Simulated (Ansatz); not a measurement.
# MgS: one change and its effect

System: MgS (Fm-3m, 2 atoms in the cell).
Method of run A: DFT, PBEsol, PAW with Ansatz's default frozen-core files, scalar-relativistic; levels at fixed fractional wave vectors of a strained or displaced cell, no spin polarisation (Ansatz 0.2.0).

The structure derives from an entry of the Crystallography Open Database. Text and figures count atoms from 1; the logs count them from 0 in places.

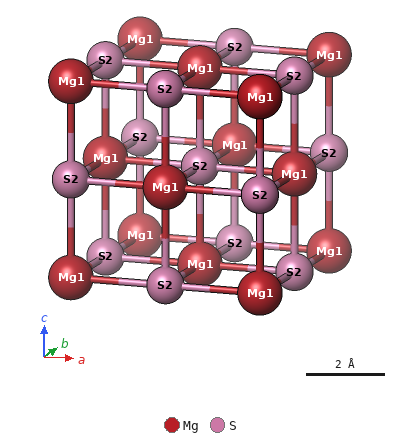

Fig. 1: The input geometry (ball-and-stick view of the cell 4 times as large as that of the calculation, set on its symmetry axes, seen slightly off an axis; atoms are numbered from 1 in the order of the input).

The input, run A:
```yaml
crystal:
  lattice:
    - [0.0, 2.59096101824, 2.59096101824]
    - [2.59096101824, 0.0, 2.59096101824]
    - [2.59096101824, 2.59096101824, 0.0]
  atoms:
    - { symbol: Mg, position: [0.0, 0.0, 0.0] }
    - { symbol: S, position: [0.5, 0.5, 0.5] }
kpoints:
  mp_grid: { grid: [8, 8, 8] }
scf:
  occupations: { method: fixed }
  convergence: { dr2_threshold: 1.0e-10 }
hamiltonian:
  xc: pbesol
  pseudopotentials: { kind: paw }
output:
  forces: true
  stress: true
  eigenstates:
    kpoints:
      - [0.0, 0.0, 0.0]
      - [0.0, -0.5, -0.5]
      - [-0.5, 0.0, -0.5]
      - [-0.5, -0.5, 0.0]
      - [-0.5, 0.0, 0.0]
      - [0.0, -0.5, 0.0]
      - [0.0, 0.0, -0.5]
      - [-0.5, -0.5, -0.5]
  eigenvalues: true
```

Launched with:
```bash
ansatz run input.yaml --threads 1 --pin off --max-ram 3072MiB --backend cpu --events-out ev --progress --plain --runs-dir out
```

Hardware: 1 thread of Arm Neoverse V1, 24 GiB of memory available, shared host.

Output, shortened to warnings, some set-up lines, iterations and results (run A):
```
Basis set: ecut = 420 eV, 645 PW (Γ), exchange–correlation on 50×50×50 points (8 copies of the dense FFT grid, shifted against one another)
Symmetry: 48 space group operations
k-points: 29 of 512
Initial density: superposition of atomic densities (neutral atoms: chi_scale 0, normalization atom), corrected by the library's trained network
[...]
SCF iter   1: F=—  HF=-2799.920564 eV  |F-HF|=—  |Δ(HF+E_count)|=         —  Δρ=3.97e-3  dr2=7.69e-3  ethr=1.77e-3  ⟨swp⟩=5.4  Hψ=1885  notcnv=0  defer=45
SCF iter   2: F=—  HF=-2799.917616 eV  |F-HF|=—  |Δ(HF+E_count)|=   2.95e-3  Δρ=1.15e-3  dr2=2.74e-4  ethr=4.80e-5  ⟨swp⟩=2.0  Hψ=741  notcnv=0  defer=52
SCF iter   3: F=—  HF=-2799.917629 eV  |F-HF|=—  |Δ(HF+E_count)|=   1.31e-5  Δρ=4.10e-4  dr2=3.48e-5  ethr=1.71e-6  ⟨swp⟩=2.1  Hψ=449  notcnv=0  defer=52
SCF iter   4: F=—  HF=-2799.917651 eV  |F-HF|=—  |Δ(HF+E_count)|=   2.17e-5  Δρ=5.57e-5  dr2=5.77e-7  ethr=2.17e-7  ⟨swp⟩=1.0  Hψ=348  notcnv=0  defer=1
SCF iter   5: F=—  HF=-2799.917650 eV  |F-HF|=—  |Δ(HF+E_count)|=   4.26e-7  Δρ=4.37e-6  dr2=2.20e-9  ethr=3.61e-9  ⟨swp⟩=1.9  Hψ=402  notcnv=0
SCF iter   6: F=-2799.917650 eV  HF=-2799.917650 eV  |F-HF|=5.50e-11  |Δ(HF+E_count)|=   2.43e-9  Δρ=4.90e-7  dr2=8.97e-11  ethr=1.00e-12  ⟨swp⟩=6.0  Hψ=1689  notcnv=0
SCF 1 converged in 6 iterations: F = -2799.917650 eV  dr2 = 8.97e-11
NSCF: frozen V_eff on 8 k-points
SCF converged after 6 iterations
Free energy (F): -2799.917650 eV
Harris-Foulkes:  -2799.917650 eV  (|F-HF|=5.50e-11)
Internal energy: -2799.917650 eV  (E = F + TS)
E sigma→0 (E₀):  -2799.917650 eV
Fermi energy:    6.478135 eV
--- Per-component energies (eV) ---
  E_band       = -328.619681
  E_kinetic    = 185.160737
  E_local      = -1659.528550  (includes V_loc(G=0)·N_el)
  E_nonlocal   = 124.264979
  E_hartree    = 590.225936
  E_xc         = -126.443075
  E_vxc        = -126.749250  (∫ρ·V_xc dr)
  E_paw        = -865.672527  (= ΣΔE_a)
  E_vpaw       = -32.219492  (= ΣTr[D̂ρ^β])
  E_aug_tail   = -0.000003  (compensation charges beyond the density's cutoff)
  E_ewald      = -1048.045958
  E_core_change = 0.120812  (= ΣΔE_core)
  E_smearing   = -0.000000  (= −TS)
  E_closure    = 0.000000  (closes the sum)
  Σ components = -2799.917650   (vs F -2799.917650, Δ=0.00e0)
--- Forces (eV/Å), atoms counted from 1 ---
  atom   1  Mg    -0.00000000     0.00000000     0.00000000
  atom   2  S      0.00000000    -0.00000000    -0.00000000
  max |Σ_I F_I| component: 2.93e-30 eV/Å
--- Stress (GPa, compression-positive) ---
        0.005829      -0.000000       0.000000
        0.000000       0.005829      -0.000000
        0.000000      -0.000000       0.005829
  P = ⅓ Tr σ = 0.0058 GPa (0.058 kbar)
```

For run B the input was changed thus:
```diff
-    - { symbol: Mg, position: [0.0, 0.0, 0.0] }
+    - { symbol: Mg, position: [-0.001929785884, -0.001929785884, -0.001929785884] }
```

How does run B compare with run A?

With the same functional and potentials, run B lies 0.22 meV per atom higher. The largest force goes from 0.000 to 0.052 eV/Å. The SCF takes 7 iterations against 6. The irreducible k-points go from 29 to 65.

Output, shortened to warnings, some set-up lines, iterations and results (run B):
```
Basis set: ecut = 420 eV, 645 PW (Γ), exchange–correlation on 50×50×50 points (8 copies of the dense FFT grid, shifted against one another)
Symmetry: 6 space group operations
k-points: 65 of 512 (time reversal used)
Initial density: superposition of atomic densities (neutral atoms: chi_scale 0, normalization atom), corrected by the library's trained network
[...]
SCF iter   1: F=—  HF=-2799.920241 eV  |F-HF|=—  |Δ(HF+E_count)|=         —  Δρ=3.84e-3  dr2=7.07e-3  ethr=1.77e-3  ⟨swp⟩=5.4  Hψ=4227  notcnv=0  defer=109
SCF iter   2: F=—  HF=-2799.917178 eV  |F-HF|=—  |Δ(HF+E_count)|=   3.06e-3  Δρ=1.17e-3  dr2=3.39e-4  ethr=4.42e-5  ⟨swp⟩=2.0  Hψ=1679  notcnv=0  defer=121
SCF iter   3: F=—  HF=-2799.917179 eV  |F-HF|=—  |Δ(HF+E_count)|=   7.84e-7  Δρ=3.73e-4  dr2=2.62e-5  ethr=2.12e-6  ⟨swp⟩=2.2  Hψ=1285  notcnv=0  defer=121
SCF iter   4: F=—  HF=-2799.917200 eV  |F-HF|=—  |Δ(HF+E_count)|=   2.08e-5  Δρ=4.47e-5  dr2=5.23e-7  ethr=1.64e-7  ⟨swp⟩=1.0  Hψ=780  notcnv=0  defer=1
SCF iter   5: F=—  HF=-2799.917201 eV  |F-HF|=—  |Δ(HF+E_count)|=   1.11e-6  Δρ=4.39e-6  dr2=2.24e-9  ethr=3.27e-9  ⟨swp⟩=2.1  Hψ=1245  notcnv=0
SCF iter   6: F=—  HF=-2799.917201 eV  |F-HF|=—  |Δ(HF+E_count)|=   1.47e-9  Δρ=7.76e-7  dr2=2.59e-10  ethr=1.00e-12  ⟨swp⟩=6.1  Hψ=3714  notcnv=0
SCF iter   7: F=-2799.917201 eV  HF=-2799.917201 eV  |F-HF|=0.00e0  |Δ(HF+E_count)|=  7.19e-11  Δρ=1.01e-7  dr2=3.18e-12  ethr=1.00e-12  ⟨swp⟩=4.1  Hψ=2352  notcnv=0
SCF 1 converged in 7 iterations: F = -2799.917201 eV  dr2 = 3.18e-12
NSCF: frozen V_eff on 8 k-points
SCF converged after 7 iterations
Free energy (F): -2799.917201 eV
Harris-Foulkes:  -2799.917201 eV  (|F-HF|=0.00e0)
Internal energy: -2799.917201 eV  (E = F + TS)
E sigma→0 (E₀):  -2799.917201 eV
Fermi energy:    6.478258 eV
--- Per-component energies (eV) ---
  E_band       = -328.618622
  E_kinetic    = 185.162791
  E_local      = -1659.561633  (includes V_loc(G=0)·N_el)
  E_nonlocal   = 124.265384
  E_hartree    = 590.241731
  E_xc         = -126.443896
  E_vxc        = -126.750313  (∫ρ·V_xc dr)
  E_paw        = -865.672033  (= ΣΔE_a)
  E_vpaw       = -32.218312  (= ΣTr[D̂ρ^β])
  E_aug_tail   = -0.000003  (compensation charges beyond the density's cutoff)
  E_ewald      = -1048.030354
  E_core_change = 0.120812  (= ΣΔE_core)
  E_smearing   = -0.000000  (= −TS)
  E_closure    = 0.000000  (closes the sum)
  Σ components = -2799.917201   (vs F -2799.917201, Δ=0.00e0)
--- Forces (eV/Å), atoms counted from 1 ---
  atom   1  Mg     0.02993380     0.02993380     0.02993380
  atom   2  S     -0.02993382    -0.02993382    -0.02993382
  max |Σ_I F_I| component: 1.95e-8 eV/Å
--- Stress (GPa, compression-positive) ---
        0.016084      -0.001651      -0.001651
       -0.001651       0.016084      -0.001651
       -0.001651      -0.001651       0.016084
  P = ⅓ Tr σ = 0.0161 GPa (0.161 kbar)
```

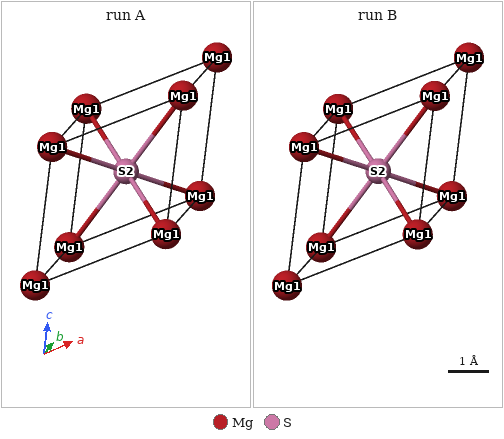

Fig. 2: The two input geometries at one scale (ball-and-stick view of the cell of the calculation, seen slightly off an axis). The largest moves, 0.009 Å, are those of Mg1 and S2. By element the largest moves are Mg 0.009 Å, S 0.009 Å. The cell stays as it was. Among the contacts that change: Mg1–S2 2.591 → 2.601 Å.

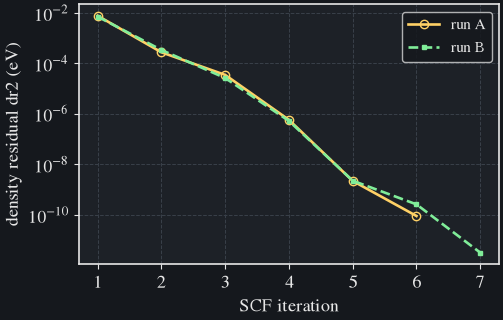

Fig. 3: Convergence of the two runs: density residual dr2 against the SCF iteration. Run A takes 6 iterations in all, and run B takes 7.

The two runs side by side:

| quantity | run A | run B |
| --- | --- | --- |
| outcome | converged | converged |
| free energy per atom (eV) | −1399.9588 | −1399.9586 |
| gap on the mesh (eV) | 2.73 | 2.73 |
| pressure (GPa) | 0.01 | 0.02 |
| largest force (eV/Å) | 0.000 | 0.052 |
| SCF iterations | 6 | 7 |
| irreducible k-points | 29 | 65 |
| plane waves at Γ | 645 | 645 |
| wall time (shared host) | 1.2 s | 3.4 s |
